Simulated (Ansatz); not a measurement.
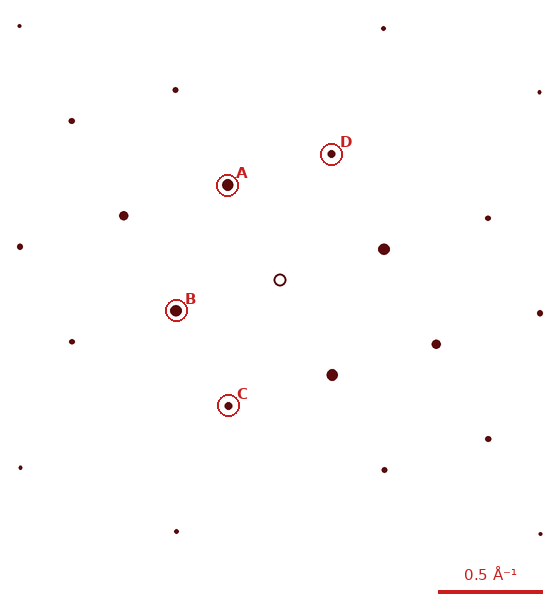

Computed electron diffraction pattern, 300 kV, single scattering only, B = 1 Å². The zone axis points towards the electron source and the pattern is seen from the source side.

The sample is Co, space group P6_3/mmc (No. 194), a = 2.46 Å, c = 4.37 Å (hexagonal axes). Structure: coordinates from a relaxation at fixed volume with Ansatz, DFT HSE06, scalar-relativistic, plane waves, PAW.

```
Co
1.0
     2.45750    0.00000    0.00000
    -1.22875    2.12826    0.00000
     0.00000    0.00000    4.36919
Co
2
Direct
  0.33333 0.66667 0.75000
  0.66667 0.33333 0.25000
```

Spot A is indexed 0 -1 1 and spot B 1 -1 -1.

Give hkl for C, D.

Answer. C = −A + B = 1 0 -2 (d = 1.524 Å). D = A − B = -1 0 2 (d = 1.524 Å).

Find the zone axis.

Answer. The cross product of A and B is parallel to [211]; every spot obeys hu + kv + lw = 0.

What are the spacings of A and B and the angle between them?

Answer. d(A) = 1.913 Å, d(B) = 1.913 Å, and the angle is 77.7°.
